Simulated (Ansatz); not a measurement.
**ScAl3: 7 runs along one coordinate**

System: ScAl3 (I4/mmm, 4 atoms in the cell).
Method: DFT PBEsol, scalar-relativistic, plane waves, PAW, no spin polarisation (Ansatz 0.2.0).

The 7 runs differ only in the geometry, by a strain of the cell at fixed fractional positions. Against run 4, the strain is εxx = η and εyy = η. The structure derives from a Materials Project entry.

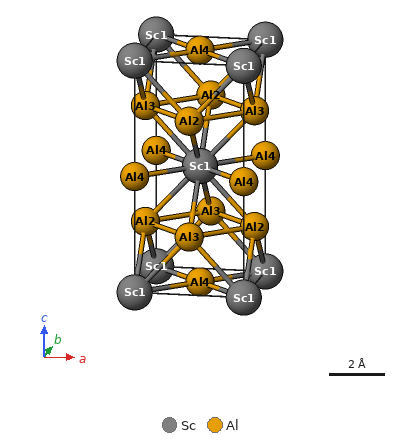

Figure 1. The structure of run 4 (ball-and-stick view of the cell 2 times as large as that of the calculation, set on its symmetry axes, seen slightly off an axis; atoms are numbered from 1 in the order of the input). An atom can appear more than once, as a periodic image.

### Input of run 4
```yaml
crystal:
  lattice:
    - [-2.0356536671, 2.0356536671, 4.3698183015]
    - [2.0356536671, -2.0356536671, 4.3698183015]
    - [2.0356536671, 2.0356536671, -4.3698183015]
  atoms:
    - { symbol: Sc, position: [0.0, 0.0, 0.0] }
    - { symbol: Al, position: [0.75, 0.25, 0.5] }
    - { symbol: Al, position: [0.25, 0.75, 0.5] }
    - { symbol: Al, position: [0.5, 0.5, 0.0] }
basis:
  ecutwfc: 420
kpoints:
  mp_grid: { grid: [16, 16, 16] }
hamiltonian:
  xc: pbesol
scf:
  occupations: { method: gaussian, width: 0.15 }
output:
  forces: true
  stress: true
  eigenvalues: true
```

Command:
```bash
ansatz run input.yaml --threads 1 --pin off --max-ram 2560MiB --backend cpu --events-out ev --progress --plain --runs-dir out
```

Lattice vectors (Å) and fractional positions of run 4:
```
  -2.035654    2.035654    4.369818
   2.035654   -2.035654    4.369818
   2.035654    2.035654   -4.369818
Sc  0.000000  0.000000  0.000000
Al  0.750000  0.250000  0.500000
Al  0.250000  0.750000  0.500000
Al  0.500000  0.500000  0.000000
```

Run 2 differs from it as follows:
```diff
-    - [-2.0356536671, 2.0356536671, 4.3698183015]
-    - [2.0356536671, -2.0356536671, 4.3698183015]
-    - [2.0356536671, 2.0356536671, -4.3698183015]
+    - [-1.9358667226, 1.9358667226, 4.3698183015]
+    - [1.9358667226, -1.9358667226, 4.3698183015]
+    - [1.9358667226, 1.9358667226, -4.3698183015]
```

### Results, with one run withheld

```tsv
run	strain parameter η (%)	free energy per atom, from the lowest run given (meV)	pressure (GPa)
1	−5.8824	34.23	8.71
2	−4.9020	?	?
3	−3.9216	0.81	3.94
4	0.0000	0.00	−3.27
5	0.9804	11.18	−4.66
6	1.4706	18.23	−5.31
7	1.9608	26.19	−5.92
```

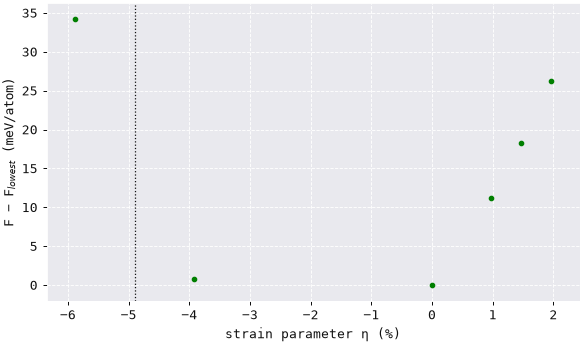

Figure 2. Free energy per atom of the runs given; the dotted line marks run 2.

What should run 2 give?

A cubic polynomial in the coordinate, fitted to the 6 runs given, misses them by at most 0.02 meV per atom. With x = η + 0.8987, it reads F = −6.6421 + 5.3099 x + 2.3589 x² − 0.070654 x³ (meV per atom). At run 2 it gives 14.44 meV per atom, and the run itself gives 14.40. The fit has its minimum at η = −1.9724 %.

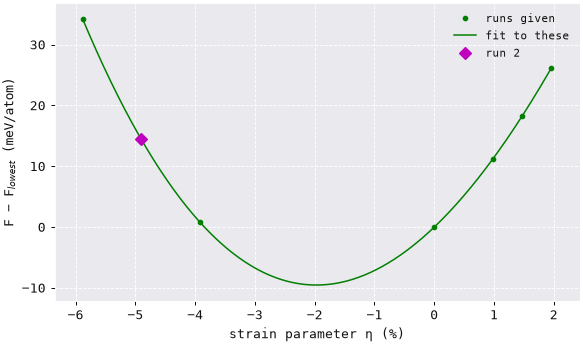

Figure 3. The fit and the withheld run.

### Output, shortened to warnings, some set-up lines, iterations and results (run 2)
```
Basis set: ecut = 420 eV, 1299 PW (Γ), exchange–correlation on 72×72×72 points (8 copies of the dense FFT grid, shifted against one another)
Symmetry: 16 space group operations
k-points: 349 of 4096
Initial density: superposition of atomic densities (neutral atoms: chi_scale 0, normalization atom), corrected by the library's trained network
[...]
SCF iter   1: F=—  HF=-3686.441461 eV  |F-HF|=—  |Δ(HF+E_count)|=         —  Δρ=4.72e-3  dr2=2.07e-2  ethr=1.77e-3  ⟨swp⟩=5.4  Hψ=29216  notcnv=0
SCF iter   2: F=—  HF=-3686.436091 eV  |F-HF|=—  |Δ(HF+E_count)|=   5.37e-3  Δρ=1.62e-3  dr2=2.92e-3  ethr=1.03e-4  ⟨swp⟩=2.6  Hψ=10748  notcnv=0
SCF iter   3: F=—  HF=-3686.435384 eV  |F-HF|=—  |Δ(HF+E_count)|=   7.06e-4  Δρ=7.13e-4  dr2=6.36e-4  ethr=1.46e-5  ⟨swp⟩=2.1  Hψ=5933  notcnv=0
SCF iter   4: F=—  HF=-3686.435200 eV  |F-HF|=—  |Δ(HF+E_count)|=   1.85e-4  Δρ=7.42e-5  dr2=4.60e-6  ethr=3.18e-6  ⟨swp⟩=2.0  Hψ=6674  notcnv=0
SCF iter   5: F=—  HF=-3686.435201 eV  |F-HF|=—  |Δ(HF+E_count)|=   9.20e-7  Δρ=1.64e-5  dr2=1.87e-7  ethr=2.30e-8  ⟨swp⟩=2.1  Hψ=6840  notcnv=0
SCF iter   6: F=-3686.435200 eV  HF=-3686.435200 eV  |F-HF|=2.37e-9  |Δ(HF+E_count)|=   3.48e-8  Δρ=2.29e-6  dr2=3.81e-9  ethr=5.00e-10  ⟨swp⟩=4.9  Hψ=20690  notcnv=0
SCF 1 converged in 6 iterations: F = -3686.435200 eV  dr2 = 3.81e-9
SCF converged after 6 iterations
Free energy (F): -3686.435200 eV
Harris-Foulkes:  -3686.435200 eV  (|F-HF|=2.37e-9)
Internal energy: -3686.412369 eV  (E = F + TS)
E sigma→0 (E₀):  -3686.423785 eV
Entropy (-TS):   -0.022831 eV (-5.708 meV/atom)
Fermi energy:    9.177762 eV
--- Per-component energies (eV) ---
  E_band       = -116.427049
  E_kinetic    = 336.027672
  E_local      = -990.591872  (includes V_loc(G=0)·N_el)
  E_nonlocal   = 117.094070
  E_hartree    = 384.564139
  E_xc         = -224.309031
  E_vxc        = -219.634829  (∫ρ·V_xc dr)
  E_paw        = -2297.524360  (= ΣΔE_a)
  E_vpaw       = -128.448503  (= ΣTr[D̂ρ^β])
  E_aug_tail   = 0.000003  (compensation charges beyond the density's cutoff)
  E_ewald      = -1011.859432
  E_core_change = 0.186442  (= ΣΔE_core)
  E_smearing   = -0.022831  (= −TS)
  E_closure    = 0.000000  (closes the sum)
  Σ components = -3686.435200   (vs F -3686.435200, Δ=0.00e0)
--- Forces (eV/Å), atoms counted from 1 ---
  atom   1  Sc     0.00000000     0.00000000     0.00000000
  atom   2  Al     0.00000000    -0.00000000     0.00000000
  atom   3  Al    -0.00000000     0.00000000     0.00000000
  atom   4  Al     0.00000000     0.00000000     0.00000000
  max |Σ_I F_I| component: 8.87e-31 eV/Å
--- Stress (GPa, compression-positive) ---
        7.889004      -0.000000       0.000000
       -0.000000       7.889004       0.000000
       -0.000000      -0.000000       2.874003
  P = ⅓ Tr σ = 6.2173 GPa (62.173 kbar)
```
